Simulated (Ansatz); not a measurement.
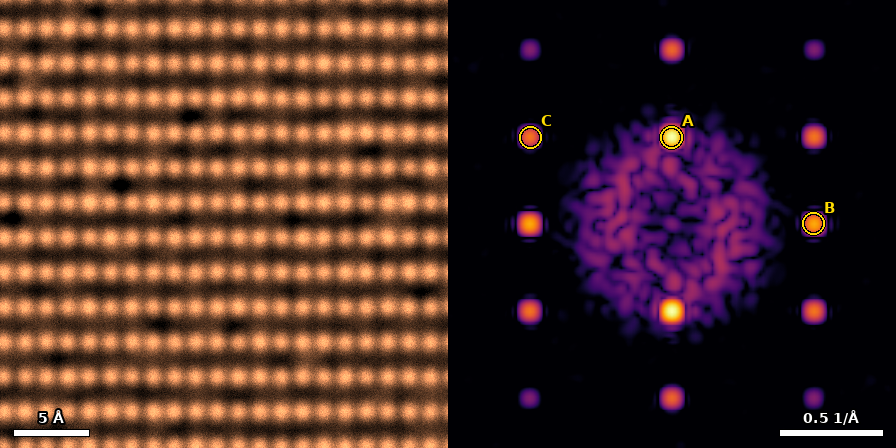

Z-contrast image of W (Fm-3m, No. 225) along [211]. The image is simulated as a sum over atoms of Z^1.6, blurred by a 0.99 Å probe (no channelling). The display is stretched by a gamma of 0.8; percentages refer to the linear signal. Shot noise and the speckle of an amorphous layer were added. Structure used: a calculation's starting geometry; the starting structure was generated, so it need not be a known form of this composition.

The right panel is the modulus of the image's Fourier transform on a logarithmic scale.

a = 4.040 Å, b = 4.040 Å, c = 4.040 Å, α = 90.00°, β = 90.00°, γ = 90.00°

Question: Index the marked spots and give their plane spacings (the zone axis points at the viewer; indices equivalent by symmetry, or all signs reversed, are as good).

Answer: A: (1 -1 -1), d = 2.33 Å; B: (0 -2 2), d = 1.43 Å; C: (1 1 -3), d = 1.22 Å. A and B enclose 90°, and every spot obeys the zone law hu + kv + lw = 0 for [211].
